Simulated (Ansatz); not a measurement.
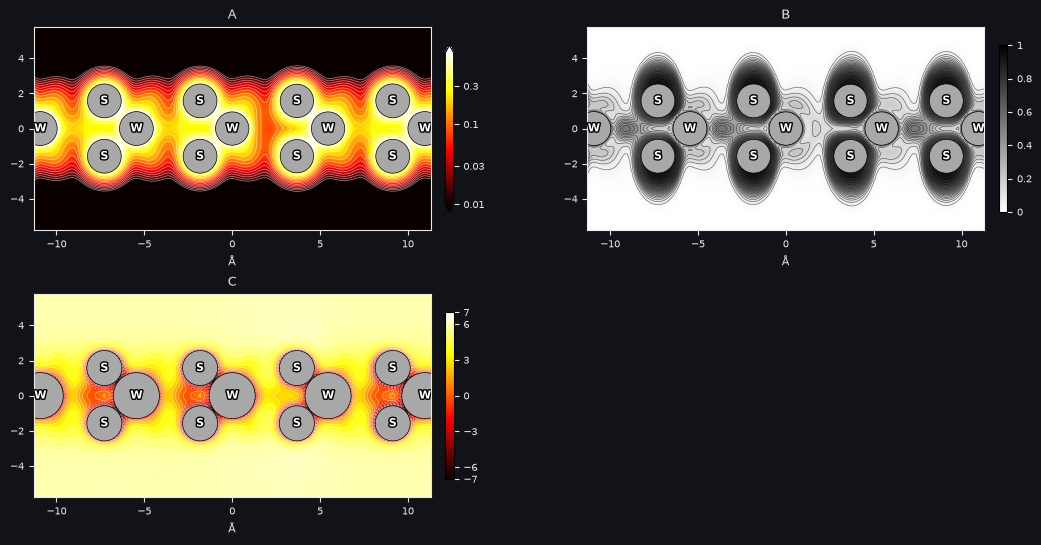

W15S32 (cell with a defect): 3 fields on the (110) plane of the calculation cell, a cut from vacuum to vacuum, with unlabelled colour scales. Grey discs cover the atomic cores.

The program warned that a starting moment wasn't kept; spin-polarised, but the moments vanished.

All numbers below come from DFT PBE+D3(BJ), scalar-relativistic, plane waves, PAW (Ansatz 0.2.0).

Question: The panels show electron localisation function, electrostatic potential energy of an electron and valence pseudo-density in some order. Assign them.

Answer: Panel A: valence pseudo-density. Panel B: electron localisation function. Panel C: electrostatic potential energy of an electron (low next to the atoms, rising into the space between them). From the grid: W–S (2.41 Å): the density is about 0.63 e/Å³ at the midpoint; the ELF peaks at about 0.85 in the valence shell of S, 0.8 Å from its nucleus, and is about 0.50 at the midpoint.
